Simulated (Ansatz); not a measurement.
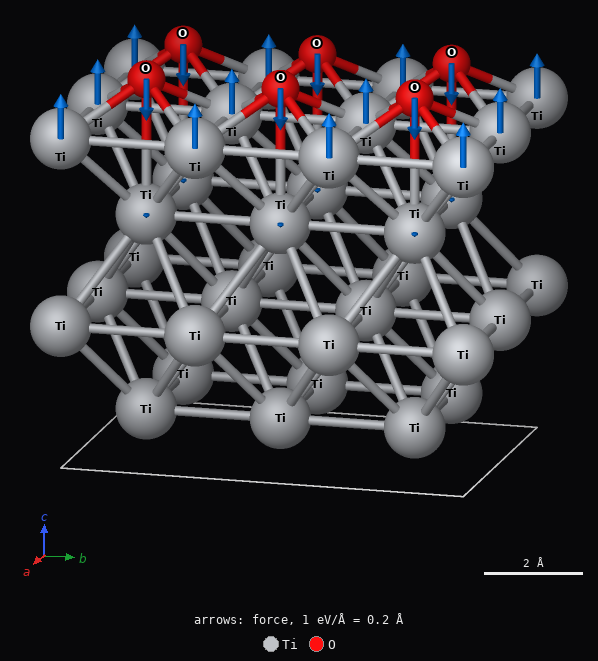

Starting geometry of a slab of composition Ti4O (cut from the Fm-3m phase) with the computed forces as blue arrows. A ball-and-stick model of the 2 × 3 repeat of the cell, outlined in the plane, without the vacuum, seen slightly off an axis.

Case: O put over a Ti atom of a lower plane. The slab is the (1 0 0) face of Ti with O on it. 2 atoms are held fixed.

The calculation used DFT PBEsol, scalar-relativistic, plane waves, PAW (Ansatz). Set-up: plane-wave cutoff 420 eV; k-point mesh 10 × 10 × 1; occupations gaussian; smearing width 0.1 eV; no spin polarisation; dipole correction; atoms relaxed in a fixed cell; force threshold 0.03 eV/Å; at most 70 steps.

Question: Is this structure relaxed? If not, where do the atoms go?

Answer: It isn't relaxed: the largest force vector, on a Ti atom, is 4.79 eV/Å. The final displacements follow the starting forces only in part (cosine between the two patterns 0.76). The O atom moves most: 0.57 Å along the normal (−c). By element the largest moves are O 0.57 Å, Ti 0.06 Å. The cell stays as it was. Among the contacts that change: O–Ti 2.872 → 2.332 Å, O–Ti 2.261 → 2.061 Å, Ti–Ti 2.760 → 2.825 Å, Ti–Ti 2.940 → 2.916 Å. Bond angles that change, for instance: Ti–O–Ti 127.5° → 159.6°, Ti–O–Ti 78.7° → 88.2°. Over 4 geometry steps the energy falls by 1.441 eV per cell of the calculation. The largest force component goes from 4.8 to 0.0053 eV/Å.

Limits of the set-up: the periodic images lie only 2.9 Å apart, so the values are limited by the cell's size.
